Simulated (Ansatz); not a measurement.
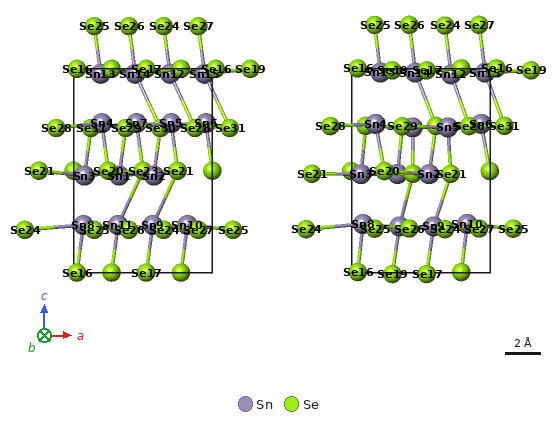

Two geometries of a defect cell of composition Sn₁₅Se₁₆, drawn at one scale. One is the start of a relaxation, the other its converged end. A ball-and-stick model of the cell of the calculation (origin shifted), seen along the b axis.

Method: DFT PBE, scalar-relativistic, plane waves, PAW (Ansatz). (plane-wave cutoff 420 eV; k-point mesh 2 × 2 × 2; occupations gaussian; smearing width 0.01 eV; collinear spin; atoms relaxed in a fixed cell; force threshold 0.025 eV/Å; at most 45 steps)

### Which of the two is the end point?

The right one is the relaxed one. Case: Sn vacancy (site c), charge +0, atoms relaxed at the host's cell. The largest moves, 0.50 Å, are those of Se atoms. Largest moves by element: Se 0.50 Å, Sn 0.27 Å. The lattice vectors keep their values. Some distances before and after: Se–Sn 3.439 → 3.037 Å, Se–Sn 3.543 → 3.210 Å, Se–Sn 3.439 → 3.215 Å, Se–Sn 3.543 → 3.348 Å. Among the angles between lasting bonds that change: Sn–Se–Sn 101.5° → 91.5°, Sn–Se–Sn 101.5° → 92.9°, Sn–Se–Sn 101.5° → 94.1°. The energy falls by 0.375 eV per cell of the calculation in 7 accepted moves (9 points after the start). Largest force component: 0.51 eV/Å at the start, 0.017 eV/Å at the end. The line search rejected the trial steps at points 4, 6 of the run. The program noted that the starting moments weren't kept. The run may lie on a higher electronic state than the lowest, so the end point isn't shown to be the ground-state structure. The run took 12 min on 4 threads of Intel(R) Xeon(R) 6975P-C (Granite Rapids) (shared host), peak memory 5.9 GiB.
